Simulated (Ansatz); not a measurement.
**Geometry relaxation of ZnO (part 1 of 2)**

The run: geometry relaxation of ZnO (4 atoms in the cell). Method and program: DFT PBE, scalar-relativistic, plane waves, PAW, no spin polarisation (Ansatz 0.2.0).

The structure derives from a Materials Project entry. Figures and captions count atoms from 1; the log counts them from 0 in places.

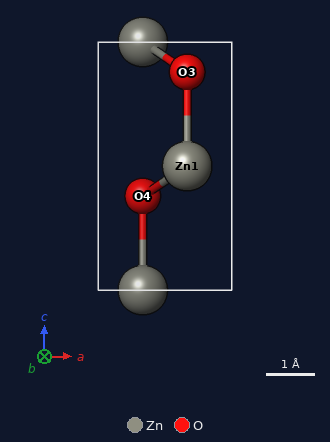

Figure 1. The structure as given in the input (ball-and-stick view of the cell of the calculation, along the b axis; atoms are numbered from 1 in the order of the input). Near neighbours in the crystal (not all of them lie inside the picture): Zn has 4 O at 1.97 to 1.98 Å; O has 4 Zn at 1.97 to 1.98 Å.

## Results in brief

| quantity | value |
| --- | --- |
| outcome | converged |
| space group (tolerance 0.01 Å) | P6₃mc (186) |
| electrons treated | 36 |
| free energy | −7773.6931 eV |
| Fermi energy | 7.082 eV |
| gap on the k-point mesh | 0.74 eV |
| pressure | 0.02 GPa |
| final volume | 49.30 Å³ |
| largest force (length of the vector) at the end | under 0.001 eV/Å |
| final cell | a = 3.279 Å, b = 3.279 Å, c = 5.293 Å, α = 90.00°, β = 90.00°, γ = 120.00° |
| hardware | 8 threads of Intel Xeon @ 2.70GHz, 189 GiB of memory available, shared host |
| wall time | 13 s (CPU time 82 s) |
| peak memory | 0.57 GiB |

## Input
```yaml
crystal:
  lattice:
    - [3.23735102, 0.0, 0.0]
    - [-1.61867551, 2.80362823, 0.0]
    - [0.0, 0.0, 5.2220613]
  atoms:
    - { symbol: Zn, position: [0.66666667, 0.33333333, 0.5005917] }
    - { symbol: Zn, position: [0.33333333, 0.66666667, 0.0005917] }
    - { symbol: O, position: [0.66666667, 0.33333333, 0.8797183] }
    - { symbol: O, position: [0.33333333, 0.66666667, 0.3797183] }
basis:
  ecutwfc: 420
kpoints:
  mp_grid: { grid: [12, 12, 6] }
hamiltonian:
  xc: pbe
scf:
  occupations: { method: gaussian, width: 0.02 }
output:
  forces: true
  stress: true
  eigenvalues: true
  write_density: true
  write_potential: true
  elf: true
  volumetric_format: npy
relax:
  adjacent_minimum: "off"
  f_tol: 0.005
  max_steps: 80
  cell: { stress_tol: 0.05 }
```

Launch command:
```bash
ansatz run input.yaml --threads 8 --pin off --max-ram 20480MiB --backend cpu --events-out ev --progress --plain --runs-dir out
```

## Log
```
Engine: ansatz 0.2.0, x86_64-unknown-linux-gnu
Pseudopotentials: kind: paw
Pseudopotential: Zn, paw, valence charge 12, recommended cutoff 420 eV (normal), Zn.paw.azcp
Pseudopotential: O, paw, valence charge 6, recommended cutoff 420 eV (normal), O.paw.azcp
Functional definition: PBE
  parameter kappa = 0.804
  parameter beta = 0.06672455060314922
  exchange = pbe_x(kappa = kappa, mu = beta*pi^2/3)
  correlation = pbe_c(beta = beta)
Crystal: 4 atoms, lattice volume = 47.397 Å³
Basis set: ecut = 420 eV, 941 PW (Γ), exchange–correlation on 48×48×72 points (8 copies of the dense FFT grid, shifted against one another)
Bands: 22, of which v1, the nominal top of the filled ones, is band 18 counted from 1 (17 counted from 0)
Symmetry: 12 space group operations
Space group: P63mc (ITA 186), of the structure as read, at distance tolerance 3.6e-5 Å
k-points: 76 of 864 (time reversal used)
Non-local potential: Zn, projectors of the file, l = 0: 2, l = 1: 2, l = 2: 3, l = 3: 1
Non-local potential: O, projectors of the file, l = 0: 2, l = 1: 2, l = 2: 1
PAW form: soft (Blöchl's): semilocal exchange-correlation on the pseudo side does not see the compensation charge
PAW one-centre angular grid: Zn, 590 points (default); XC on 64 Gauss nodes
PAW one-centre angular grid: O, 110 points (default); XC on 64 Gauss nodes
Initial density: superposition of atomic densities (neutral atoms: chi_scale 0, normalization atom), corrected by the library's trained network
Initial wavefunctions: pseudopotential atomic-orbital guess
Functional: x = pbe(κ = 0.804, μ = 0.2195149727645171), c = pbe(β = 0.06672455060314922)
SCF iter   1: F=—  HF=-7773.659856 eV  |F-HF|=—  |Δ(HF+E_count)|=         —  Δρ=6.61e-4  dr2=6.03e-5  ethr=1.77e-3  ⟨swp⟩=6.0  Hψ=7571  notcnv=0
preconditioner: auto → Resta (q_TF=auto, 2.606 Å⁻¹)  ε∞=7.5  [insulator: Δε(μ)=0.803 eV  Ē_g=12.726 eV  σ=0.020 eV  W_gap=1.00  n_scr=22 (ndim 8)  ℏωp=32.4 eV  f_vac=0.034  D(μ)=0.00/eV (n_scr^D=0)  ε∞_Penn≈7.5]
SCF iter   2: F=—  HF=-7773.661039 eV  |F-HF|=—  |Δ(HF+E_count)|=   1.18e-3  Δρ=4.08e-4  dr2=2.65e-5  ethr=1.68e-7  ⟨swp⟩=2.8  Hψ=4369  notcnv=0
SCF iter   3: F=—  HF=-7773.661122 eV  |F-HF|=—  |Δ(HF+E_count)|=   8.24e-5  Δρ=2.30e-4  dr2=1.09e-5  ethr=7.35e-8  ⟨swp⟩=2.0  Hψ=2886  notcnv=0
SCF iter   4: F=—  HF=-7773.661163 eV  |F-HF|=—  |Δ(HF+E_count)|=   4.19e-5  Δρ=7.66e-5  dr2=1.83e-6  ethr=3.02e-8  ⟨swp⟩=2.0  Hψ=2953  notcnv=0
SCF iter   5: F=—  HF=-7773.661165 eV  |F-HF|=—  |Δ(HF+E_count)|=   1.53e-6  Δρ=2.02e-5  dr2=1.48e-7  ethr=5.08e-9  ⟨swp⟩=2.0  Hψ=2917  notcnv=0
SCF iter   6: F=-7773.661165 eV  HF=-7773.661165 eV  |F-HF|=7.79e-8  |Δ(HF+E_count)|=   1.69e-7  Δρ=1.01e-5  dr2=3.19e-8  ethr=2.78e-10  ⟨swp⟩=9.0  Hψ=12046  notcnv=0
SCF 1 converged in 6 iterations: F = -7773.661165 eV  dr2 = 3.19e-8
  greatest PAW one-centre occupation: 0.987 electrons in one spin orbital (limit 2), on the Zn atom at site 1 (counted from 0), in its partial waves of l = 2
relax step   1: F+E_penalty+E_count = -7773.66116524 eV  Δ(F+E_penalty+E_count) = +0.000e0 eV  max|allowed force component| = 2.502e-3 eV/Å  Δτ_max = 0.0000 Å  P = +5.551 GPa  Ω = 47.397 Å³  (6 SCF iters, dr2 threshold 1.00e-7 eV, accepted)
Crystal: 4 atoms, lattice volume = 48.335 Å³
Basis set: ecut = 420 eV, 965 PW (Γ), exchange–correlation on 48×48×72 points (8 copies of the dense FFT grid, shifted against one another)
Initial density: handed on by an earlier stage of this run
Initial wavefunctions: those handed on with the density
iter 1 solved again at ethr=5.10e-6 eV; its pass at ethr=3.10e-3 eV (dr2=1.84e-3 eV) is discarded
SCF iter   1: F=—  HF=-7773.680806 eV  |F-HF|=—  |Δ(HF+E_count)|=         —  Δρ=2.05e-3  dr2=1.74e-3  ethr=5.10e-6  ⟨swp⟩=1.0  Hψ=8551  notcnv=0
preconditioner: auto → Resta (q_TF=auto, 2.598 Å⁻¹)  ε∞=7.5  [insulator: Δε(μ)=0.752 eV  Ē_g=12.572 eV  σ=0.020 eV  W_gap=1.00  n_scr=22 (ndim 8)  ℏωp=32.0 eV  f_vac=0.041  D(μ)=0.00/eV (n_scr^D=0)  ε∞_Penn≈7.5]
SCF iter   2: F=—  HF=-7773.680346 eV  |F-HF|=—  |Δ(HF+E_count)|=   4.61e-4  Δρ=5.89e-4  dr2=1.45e-4  ethr=4.85e-6  ⟨swp⟩=2.0  Hψ=3174  notcnv=0
SCF iter   3: F=—  HF=-7773.680382 eV  |F-HF|=—  |Δ(HF+E_count)|=   3.62e-5  Δρ=3.67e-4  dr2=8.20e-5  ethr=4.03e-7  ⟨swp⟩=3.0  Hψ=3211  notcnv=0
SCF iter   4: F=—  HF=-7773.680403 eV  |F-HF|=—  |Δ(HF+E_count)|=   2.09e-5  Δρ=2.68e-4  dr2=2.31e-5  ethr=2.28e-7  ⟨swp⟩=2.1  Hψ=2886  notcnv=0
SCF iter   5: F=—  HF=-7773.680403 eV  |F-HF|=—  |Δ(HF+E_count)|=   3.69e-7  Δρ=7.12e-5  dr2=1.69e-6  ethr=6.42e-8  ⟨swp⟩=2.0  Hψ=2888  notcnv=0
SCF iter   6: F=-7773.680406 eV  HF=-7773.680405 eV  |F-HF|=2.01e-7  |Δ(HF+E_count)|=   2.44e-6  Δρ=1.38e-5  dr2=8.10e-8  ethr=1.11e-9  ⟨swp⟩=10.5  Hψ=13929  notcnv=0
SCF 2 converged in 6 iterations: F = -7773.680406 eV  dr2 = 8.10e-8
  greatest PAW one-centre occupation: 0.987 electrons in one spin orbital (limit 2), on the Zn atom at site 0 (counted from 0), in its partial waves of l = 2
relax step   2: F+E_penalty+E_count = -7773.68040566 eV  Δ(F+E_penalty+E_count) = -1.924e-2 eV  max|allowed force component| = 8.595e-4 eV/Å  Δτ_max = 0.0006 Å  P = +2.539 GPa  Ω = 48.335 Å³  energy of the carried Pulay correction = -4.299e-3 eV  (6 SCF iters, dr2 threshold 4.00e-7 eV, accepted)
Crystal: 4 atoms, lattice volume = 49.154 Å³
Basis set: ecut = 420 eV, 989 PW (Γ), exchange–correlation on 48×48×72 points (8 copies of the dense FFT grid, shifted against one another)
iter 1 solved again at ethr=3.58e-6 eV; its pass at ethr=3.10e-3 eV (dr2=1.29e-3 eV) is discarded
SCF iter   1: F=—  HF=-7773.683744 eV  |F-HF|=—  |Δ(HF+E_count)|=         —  Δρ=1.70e-3  dr2=1.23e-3  ethr=3.58e-6  ⟨swp⟩=1.0  Hψ=8785  notcnv=0
preconditioner: auto → Resta (q_TF=auto, 2.590 Å⁻¹)  ε∞=7.5  [insulator: Δε(μ)=0.730 eV  Ē_g=12.461 eV  σ=0.020 eV  W_gap=1.00  n_scr=22 (ndim 8)  ℏωp=31.8 eV  f_vac=0.044  D(μ)=0.00/eV (n_scr^D=0)  ε∞_Penn≈7.5]
SCF iter   2: F=—  HF=-7773.683422 eV  |F-HF|=—  |Δ(HF+E_count)|=   3.22e-4  Δρ=4.99e-4  dr2=1.10e-4  ethr=3.41e-6  ⟨swp⟩=2.0  Hψ=3014  notcnv=0
SCF iter   3: F=—  HF=-7773.683451 eV  |F-HF|=—  |Δ(HF+E_count)|=   2.96e-5  Δρ=3.12e-4  dr2=6.19e-5  ethr=3.06e-7  ⟨swp⟩=3.0  Hψ=3202  notcnv=0
SCF iter   4: F=—  HF=-7773.683468 eV  |F-HF|=—  |Δ(HF+E_count)|=   1.72e-5  Δρ=2.29e-4  dr2=1.74e-5  ethr=1.72e-7  ⟨swp⟩=2.0  Hψ=2887  notcnv=0
SCF iter   5: F=—  HF=-7773.683468 eV  |F-HF|=—  |Δ(HF+E_count)|=   4.88e-8  Δρ=6.07e-5  dr2=1.26e-6  ethr=4.83e-8  ⟨swp⟩=2.0  Hψ=2888  notcnv=0
SCF iter   6: F=-7773.683470 eV  HF=-7773.683470 eV  |F-HF|=1.60e-7  |Δ(HF+E_count)|=   1.89e-6  Δρ=1.26e-5  dr2=6.81e-8  ethr=1.11e-9  ⟨swp⟩=10.5  Hψ=13903  notcnv=0
SCF 3 converged in 6 iterations: F = -7773.683470 eV  dr2 = 6.81e-8
relax step   3: F+E_penalty+E_count = -7773.68347047 eV  Δ(F+E_penalty+E_count) = -3.065e-3 eV  max|allowed force component| = 3.230e-3 eV/Å  Δτ_max = 0.0002 Å  P = +0.134 GPa  Ω = 49.154 Å³  energy of the carried Pulay correction = -7.982e-3 eV  (6 SCF iters, dr2 threshold 4.00e-7 eV, accepted)
Crystal: 4 atoms, lattice volume = 49.175 Å³
iter 1 solved again at ethr=2.66e-8 eV; its pass at ethr=3.10e-3 eV (dr2=9.59e-6 eV) is discarded
SCF iter   1: F=—  HF=-7773.683368 eV  |F-HF|=—  |Δ(HF+E_count)|=         —  Δρ=2.13e-4  dr2=9.53e-6  ethr=2.66e-8  ⟨swp⟩=2.0  Hψ=8575  notcnv=0
preconditioner: auto → Resta (q_TF=auto, 2.590 Å⁻¹)  ε∞=7.5  [insulator: Δε(μ)=0.746 eV  Ē_g=12.473 eV  σ=0.020 eV  W_gap=1.00  n_scr=22 (ndim 8)  ℏωp=31.8 eV  f_vac=0.041  D(μ)=0.00/eV (n_scr^D=0)  ε∞_Penn≈7.5]
SCF iter   2: F=—  HF=-7773.683396 eV  |F-HF|=—  |Δ(HF+E_count)|=   2.80e-5  Δρ=1.02e-4  dr2=2.25e-6  ethr=2.65e-8  ⟨swp⟩=2.6  Hψ=3036  notcnv=0
SCF iter   3: F=—  HF=-7773.683395 eV  |F-HF|=—  |Δ(HF+E_count)|=   4.64e-7  Δρ=2.16e-5  dr2=1.91e-7  ethr=6.26e-9  ⟨swp⟩=2.0  Hψ=2725  notcnv=0
SCF iter   4: F=-7773.683395 eV  HF=-7773.683395 eV  |F-HF|=1.58e-8  |Δ(HF+E_count)|=   6.61e-9  Δρ=9.54e-6  dr2=3.42e-8  ethr=1.51e-10  ⟨swp⟩=9.3  Hψ=12099  notcnv=0
SCF 4 converged in 4 iterations: F = -7773.683395 eV  dr2 = 3.42e-8
relax step   4: F+E_penalty+E_count = -7773.68339512 eV  Δ(F+E_penalty+E_count) = +7.534e-5 eV  max|allowed force component| = 3.945e-3 eV/Å  Δτ_max = 0.0009 Å  P = +0.076 GPa  Ω = 49.175 Å³  energy of the carried Pulay correction = -8.075e-3 eV  (4 SCF iters, dr2 threshold 5.45e-8 eV, accepted)
Crystal: 4 atoms, lattice volume = 49.197 Å³
iter 1 solved again at ethr=3.23e-9 eV; its pass at ethr=3.10e-3 eV (dr2=1.16e-6 eV) is discarded
SCF iter   1: F=—  HF=-7773.683276 eV  |F-HF|=—  |Δ(HF+E_count)|=         —  Δρ=5.42e-5  dr2=1.20e-6  ethr=3.23e-9  ⟨swp⟩=3.0  Hψ=9681  notcnv=0
preconditioner: auto → Resta (q_TF=auto, 2.590 Å⁻¹)  ε∞=7.5  [insulator: Δε(μ)=0.745 eV  Ē_g=12.470 eV  σ=0.020 eV  W_gap=1.00  n_scr=22 (ndim 8)  ℏωp=31.8 eV  f_vac=0.041  D(μ)=0.00/eV (n_scr^D=0)  ε∞_Penn≈7.5]
SCF iter   2: F=—  HF=-7773.683307 eV  |F-HF|=—  |Δ(HF+E_count)|=   3.10e-5  Δρ=2.21e-5  dr2=1.88e-7  ethr=3.23e-9  ⟨swp⟩=2.0  Hψ=3040  notcnv=0
SCF iter   3: F=—  HF=-7773.683307 eV  |F-HF|=—  |Δ(HF+E_count)|=   4.62e-9  Δρ=1.09e-5  dr2=7.32e-8  ethr=5.22e-10  ⟨swp⟩=2.0  Hψ=2847  notcnv=0
SCF iter   4: F=-7773.683307 eV  HF=-7773.683307 eV  |F-HF|=1.85e-9  |Δ(HF+E_count)|=   2.84e-8  Δρ=5.38e-6  dr2=9.54e-9  ethr=7.49e-11  ⟨swp⟩=5.9  Hψ=11342  notcnv=0
SCF 5 converged in 4 iterations: F = -7773.683307 eV  dr2 = 9.54e-9
relax step   5: F+E_penalty+E_count = -7773.68330667 eV  Δ(F+E_penalty+E_count) = +8.845e-5 eV  max|allowed force component| = 5.138e-4 eV/Å  Δτ_max = 0.0001 Å  P = +0.013 GPa  Ω = 49.197 Å³  energy of the carried Pulay correction = -8.174e-3 eV  (4 SCF iters, dr2 threshold 2.70e-8 eV, accepted)
Initial wavefunctions: pseudopotential atomic-orbital guess (no wavefunctions were taken with the density)
iter 1 solved again at ethr=2.33e-7 eV; its pass at ethr=3.10e-3 eV (dr2=8.37e-5 eV) is discarded
SCF iter   1: F=—  HF=-7773.691795 eV  |F-HF|=—  |Δ(HF+E_count)|=         —  Δρ=5.29e-4  dr2=1.29e-5  ethr=2.33e-7  ⟨swp⟩=3.1  Hψ=11841  notcnv=0
preconditioner: auto → Resta (q_TF=auto, 2.590 Å⁻¹)  ε∞=7.5  [insulator: Δε(μ)=0.748 eV  Ē_g=12.471 eV  σ=0.020 eV  W_gap=1.00  n_scr=22 (ndim 8)  ℏωp=31.8 eV  f_vac=0.041  D(μ)=0.00/eV (n_scr^D=0)  ε∞_Penn≈7.5]
SCF iter   2: F=—  HF=-7773.692744 eV  |F-HF|=—  |Δ(HF+E_count)|=   9.49e-4  Δρ=2.87e-4  dr2=7.76e-6  ethr=3.57e-8  ⟨swp⟩=2.0  Hψ=3040  notcnv=0
SCF iter   3: F=—  HF=-7773.693001 eV  |F-HF|=—  |Δ(HF+E_count)|=   2.57e-4  Δρ=1.16e-4  dr2=6.75e-7  ethr=2.16e-8  ⟨swp⟩=3.0  Hψ=3303  notcnv=0
SCF iter   4: F=—  HF=-7773.693055 eV  |F-HF|=—  |Δ(HF+E_count)|=   5.36e-5  Δρ=1.91e-5  dr2=1.06e-7  ethr=1.88e-9  ⟨swp⟩=2.0  Hψ=3040  notcnv=0
SCF iter   5: F=—  HF=-7773.693055 eV  |F-HF|=—  |Δ(HF+E_count)|=   3.91e-8  Δρ=4.35e-6  dr2=1.60e-9  ethr=2.95e-10  ⟨swp⟩=2.0  Hψ=2888  notcnv=0
SCF iter   6: F=—  HF=-7773.693055 eV  |F-HF|=—  |Δ(HF+E_count)|=   3.96e-8  Δρ=2.28e-6  dr2=1.05e-9  ethr=4.44e-12  ⟨swp⟩=2.1  Hψ=3092  notcnv=0
SCF iter   7: F=-7773.693055 eV  HF=-7773.693055 eV  |F-HF|=2.82e-11  |Δ(HF+E_count)|=   1.09e-8  Δρ=2.39e-7  dr2=2.00e-11  ethr=1.00e-12  ⟨swp⟩=4.6  Hψ=9156  notcnv=0
SCF 6 converged in 7 iterations: F = -7773.693055 eV  dr2 = 2.00e-11
relax step   6: F+E_penalty+E_count = -7773.69305473 eV  Δ(F+E_penalty+E_count) = -9.748e-3 eV  max|allowed force component| = 6.118e-4 eV/Å  Δτ_max = 0.0000 Å  P = +0.287 GPa  Ω = 49.197 Å³  stress off target by 2.91e-1 GPa  SCF on the basis re-selected at this cell (its energy is not comparable with the rows above)  (7 SCF iters)
basis re-selected at this cell: Δ(F+E_penalty+E_count) = -9.748e-3 eV, ΔP = +0.274 GPa vs the last step (what re-selecting the basis moved, of the pressure what is left beyond the Pulay correction that the steps carried, after the strain that the cell walked since its last selection, with what the two solves' SCF thresholds leave and, on support functions, any second-order correction that the steps lacked; it is no measure of the basis error at this ecutwfc). This SCF's stress stands 2.91e-1 GPa from its target on what of the cell is left free (relax.cell.stress_tol is 5.00e-2 GPa) and its largest allowed force component is 6.12e-4 eV/Å (relax.f_tol is 5.00e-3 eV/Å): not within both, so this SCF does not close the relaxation
Crystal: 4 atoms, lattice volume = 49.299 Å³
iter 1 solved again at ethr=5.95e-8 eV; its pass at ethr=3.10e-3 eV (dr2=2.14e-5 eV) is discarded
SCF iter   1: F=—  HF=-7773.692667 eV  |F-HF|=—  |Δ(HF+E_count)|=         —  Δρ=2.07e-4  dr2=1.83e-5  ethr=5.95e-8  ⟨swp⟩=2.0  Hψ=8205  notcnv=0
preconditioner: auto → Resta (q_TF=auto, 2.589 Å⁻¹)  ε∞=7.5  [insulator: Δε(μ)=0.742 eV  Ē_g=12.455 eV  σ=0.020 eV  W_gap=1.00  n_scr=22 (ndim 8)  ℏωp=31.7 eV  f_vac=0.043  D(μ)=0.00/eV (n_scr^D=0)  ε∞_Penn≈7.5]
SCF iter   2: F=—  HF=-7773.692697 eV  |F-HF|=—  |Δ(HF+E_count)|=   3.02e-5  Δρ=6.25e-5  dr2=1.63e-6  ethr=5.09e-8  ⟨swp⟩=2.0  Hψ=2933  notcnv=0
SCF iter   3: F=—  HF=-7773.692697 eV  |F-HF|=—  |Δ(HF+E_count)|=   1.17e-7  Δρ=3.90e-5  dr2=9.60e-7  ethr=5.89e-10  ⟨swp⟩=8.9  Hψ=14144  notcnv=0
SCF iter   4: F=—  HF=-7773.692698 eV  |F-HF|=—  |Δ(HF+E_count)|=   2.25e-7  Δρ=2.86e-5  dr2=2.73e-7  ethr=2.67e-9  ⟨swp⟩=2.0  Hψ=2886  notcnv=0
SCF iter   5: F=-7773.692698 eV  HF=-7773.692698 eV  |F-HF|=2.52e-8  |Δ(HF+E_count)|=   6.31e-9  Δρ=7.61e-6  dr2=1.95e-8  ethr=5.89e-10  ⟨swp⟩=8.2  Hψ=10825  notcnv=0
SCF 7 converged in 5 iterations: F = -7773.692698 eV  dr2 = 1.95e-8
relax step   7: F+E_penalty+E_count = -7773.69269759 eV  Δ(F+E_penalty+E_count) = +3.571e-4 eV  max|allowed force component| = 3.112e-4 eV/Å  Δτ_max = 0.0001 Å  P = +0.013 GPa  Ω = 49.299 Å³  energy of the carried Pulay correction = -4.529e-4 eV  (5 SCF iters, dr2 threshold 2.12e-7 eV, accepted)
iter 1 solved again at ethr=1.47e-7 eV; its pass at ethr=3.10e-3 eV (dr2=5.29e-5 eV) is discarded
```
